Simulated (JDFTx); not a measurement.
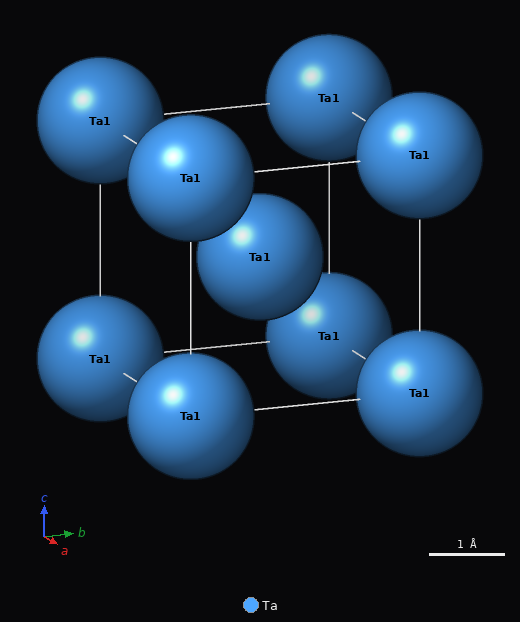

Fig. 1: The input geometry (spheres-only view of the cell 2 times as large as that of the calculation, set on its symmetry axes, seen slightly off an axis; atoms are numbered from 1 in the order of the input).

Converge calculation, with input and output: Ta

Ta (Im-3m, 1 atom in the cell), computed with Kohn-Sham DFT of a periodic cell, BLYP, Ansatz-NC-PBE, no spin polarisation (JDFTx 1.7.0 (patched build)).

The structure derives from an entry of the Crystallography Open Database.

**What the program printed**
```
*************** JDFTx 1.7.0 (patched build) ***************

Input parsed successfully to the following command list (including defaults):
[... the input with its defaults ...]

---------- Setting up symmetries ----------

Found 48 point-group symmetries of the bravais lattice
Found 48 space-group symmetries with basis
Applied RMS atom displacement 0 bohrs to make symmetries exact.

---------- Initializing the Grid ----------
R =
[     -3.12047      3.12047      3.12047  ]
[      3.12047     -3.12047      3.12047  ]
[      3.12047      3.12047     -3.12047  ]
unit cell volume = 121.54
G =
[ 4.28637e-17    1.00677    1.00677  ]
[    1.00677 4.28637e-17    1.00677  ]
[    1.00677    1.00677 4.28637e-17  ]
Minimum fftbox size, Smin = [  32  32  32  ]
Chosen fftbox size, S = [  32  32  32  ]

---------- Exchange Correlation functional ----------
Initialized LibXC exchange functional 'Becke 88'
Initialized LibXC correlation functional 'Lee, Yang & Parr'

---------- Setting up pseudopotentials ----------
Width of ionic core gaussian charges (only for fluid interactions / plotting) set to 0

Reading pseudopotential file 'pseudo/Ta.upf':
  'Ta' pseudopotential, 'PBE' functional
  Ansatz make-channels, of a published file: Generated using ONCVPSP code by D. R. Hamann

Initialized 1 species with 1 total atoms.

Folded 1 k-points by 11x11x11 to 1331 k-points.

---------- Setting up k-points, bands, fillings ----------
Reduced to 56 k-points under symmetry.
Computing the number of bands and number of electrons
Calculating initial fillings.
nElectrons:  27.000000   nBands: 20   nStates: 56

----- Setting up reduced wavefunction bases (one per k-point) -----
average nbasis = 1305.711 , ideal nbasis = 1306.518

---------- Setting up ewald sum ----------
Optimum gaussian width for ewald sums = 1.948352 bohr.
Real space sum over 2197 unit cells with max indices [  6  6  6  ]
Reciprocal space sum over 2197 terms with max indices [  6  6  6  ]

---------- Allocating electronic variables ----------
Initializing wave functions:  linear combination of atomic orbitals
Note: number of bands (20) exceeds available atomic orbitals (17)
Ta pseudo-atom occupations:   s ( 2 2 )  p ( 6 )  d ( 3 )  f ( 14 )
	FillingsUpdate:  mu: +1.006607622  nElectrons: 27.000000
LCAOMinimize: Iter:   0  F: -263.6650875200878090  |grad|_K:  2.375e-04  alpha:  1.000e+00
	FillingsUpdate:  mu: +1.008737876  nElectrons: 27.000000
LCAOMinimize: Iter:   1  F: -263.6655625661456384  |grad|_K:  5.714e-06  alpha:  7.478e-01  linmin:  1.383e-02  cgtest: -1.071e-01
	FillingsUpdate:  mu: +1.008727354  nElectrons: 27.000000
LCAOMinimize: Iter:   2  F: -263.6655629282353743  |grad|_K:  6.252e-07  alpha:  1.005e+00  linmin: -6.486e-04  cgtest:  1.332e-01
LCAOMinimize: Encountered beta<0, resetting CG.
	FillingsUpdate:  mu: +1.008721860  nElectrons: 27.000000
LCAOMinimize: Iter:   3  F: -263.6655629314996077  |grad|_K:  2.295e-08  alpha:  7.467e-01  linmin: -3.178e-04  cgtest:  4.811e-03
LCAOMinimize: Converged (|Delta F|<1.000000e-06 for 2 iters).

-------- Electronic minimization -----------
Will mix electronic density at each iteration.
	FillingsUpdate:  mu: +1.008721860  nElectrons: 27.000000
	FillingsUpdate:  mu: +1.004375549  nElectrons: 27.000000
SCF: Cycle:  0   F: -263.680107272853661   dF: -1.454e-02   |Residual|: 1.693e-02   |deigs|: 1.044e-01
	FillingsUpdate:  mu: +1.002710752  nElectrons: 27.000000
SCF: Cycle:  1   F: -263.680521219681054   dF: -4.139e-04   |Residual|: 5.973e-03   |deigs|: 5.446e-03
	FillingsUpdate:  mu: +1.002000888  nElectrons: 27.000000
SCF: Cycle:  2   F: -263.680549519742840   dF: -2.830e-05   |Residual|: 2.384e-03   |deigs|: 2.069e-03
	FillingsUpdate:  mu: +1.001941793  nElectrons: 27.000000
SCF: Cycle:  3   F: -263.680550087484619   dF: -5.677e-07   |Residual|: 6.754e-04   |deigs|: 1.536e-04
	FillingsUpdate:  mu: +1.001920692  nElectrons: 27.000000
SCF: Cycle:  4   F: -263.680550275924702   dF: -1.884e-07   |Residual|: 3.347e-04   |deigs|: 1.041e-04
	FillingsUpdate:  mu: +1.001912948  nElectrons: 27.000000
SCF: Cycle:  5   F: -263.680550316009999   dF: -4.009e-08   |Residual|: 2.265e-04   |deigs|: 7.218e-05
	FillingsUpdate:  mu: +1.001912863  nElectrons: 27.000000
SCF: Cycle:  6   F: -263.680550326282400   dF: -1.027e-08   |Residual|: 8.911e-05   |deigs|: 1.680e-05
	FillingsUpdate:  mu: +1.001913448  nElectrons: 27.000000
SCF: Cycle:  7   F: -263.680550328379809   dF: -2.097e-09   |Residual|: 3.961e-05   |deigs|: 7.412e-06
	FillingsUpdate:  mu: +1.001914027  nElectrons: 27.000000
SCF: Cycle:  8   F: -263.680550328912432   dF: -5.326e-10   |Residual|: 8.202e-06   |deigs|: 7.061e-06
	FillingsUpdate:  mu: +1.001913859  nElectrons: 27.000000
SCF: Cycle:  9   F: -263.680550328980644   dF: -6.821e-11   |Residual|: 3.119e-06   |deigs|: 4.545e-06
SCF: Converged (|Delta E|<1.000000e-09 for 2 iters).

Setting wave functions to eigenvectors of Hamiltonian
WARNING: the partial cores' own exchange and correlation, taken off the total, pulls at atoms by up to 2.1e-30 Eh/a0
   and adds 15157.460 GPa to the pressure: cores overlap, or the grid is coarse for them. See exc-core.

# Stress tensor in Cartesian coordinates [Eh/a0^3]:
[     -0.51549            0            0  ]
[            0     -0.51549            0  ]
[            0            0     -0.51549  ]

# Ionic positions in cartesian coordinates:
ion Ta   0.000000000000000   0.000000000000000   0.000000000000000 1

# Forces in Cartesian coordinates:
force Ta  -0.000000000000000  -0.000000000000000   0.000000000000000 1

# Energy components:
   Eewald =     -212.5484120538281445
       EH =       65.6689769110602839
     Eloc =     -170.1595457034004539
      Enl =      -60.8449487865561238
      Exc =      -49.0171335666163728
 Exc_core =       32.5414279567777029
       KE =      130.6788179182417480
-------------------------------------
     Etot =     -263.6808173243214242
       TS =       -0.0002669953408011
-------------------------------------
        F =     -263.6805503289806438

IonicMinimize: Iter:   0  F: -263.680550328980644  |grad|_K:  0.000e+00
IonicMinimize: Converged (|grad|_K<1.000000e-04).

#--- Lowdin population analysis ---
# oxidation-state Ta +0.062

Dumping 'run.eigStats' ...
	eMin: -1.464880 at state 0 ( [ +0.000000 +0.000000 +0.000000 ] spin 0 )
	HOMO: +0.998488 at state 28 ( [ +0.090909 +0.363636 -0.363636 ] spin 0 )
	mu  : +1.001914
	LUMO: +1.001411 at state 33 ( [ +0.090909 -0.454545 -0.454545 ] spin 0 )
	eMax: +1.733793 at state 26 ( [ +0.090909 +0.272727 -0.272727 ] spin 0 )
	HOMO-LUMO gap: +0.002923
	Optical gap  : +0.012214 at state 27 ( [ +0.090909 +0.272727 -0.181818 ] spin 0 )
Done!
```

This output came from the following input.

**Input**
```
lattice \
   -3.1204669551     3.1204669551     3.1204669551 \
    3.1204669551    -3.1204669551     3.1204669551 \
    3.1204669551     3.1204669551    -3.1204669551
coords-type Cartesian
ion Ta     0.0000000000     0.0000000000     0.0000000000 1

ion-species pseudo/Ta.upf
elec-cutoff 37
elec-ex-corr gga-x-b88 gga-c-lyp
kpoint-folding 11 11 11
elec-smearing Cold 0.0036749322
elec-n-bands 20
electronic-SCF nIterations 100 energyDiffThreshold 1e-09
electronic-minimize nIterations 30 energyDiffThreshold 1e-7
forces-output-coords Cartesian

dump-name run.$VAR
dump End Ecomponents EigStats BandEigs Kpoints Forces Stress
```

Command:
```bash
jdftx -c 1 -i Ta.in -o Ta.out
```

**Key numbers**

```json
{"quantity": "outcome", "value": "converged"}
{"quantity": "space group (tolerance 0.01 Å)", "value": "Im-3m (229)"}
{"quantity": "electrons treated", "value": "27"}
{"quantity": "free energy", "value": "−7175.1133 eV"}
{"quantity": "Fermi energy", "value": "27.263 eV"}
{"quantity": "gap on the k-point mesh", "value": "none (metallic)"}
{"quantity": "pressure", "value": "15166.24 GPa"}
{"quantity": "largest force (length of the vector)", "value": "under 0.001 eV/Å"}
{"quantity": "hardware", "value": "1 thread of Arm Neoverse V1, 24 GiB of memory available, shared host"}
{"quantity": "wall time", "value": "36 s"}
{"quantity": "peak memory", "value": "0.09 GiB"}
```

**Notes**

Settings chosen away from the usual ones: smearing_width set to 0.2. The settings depart from the standard set-up of this series, which can bear on the numbers. Notes on the run: WARNING: the partial cores' own exchange and correlation, taken off the total, pulls at atoms by up to 2.1e-30 Eh/a0. Spin–orbit coupling is left out, which matters for Ta.
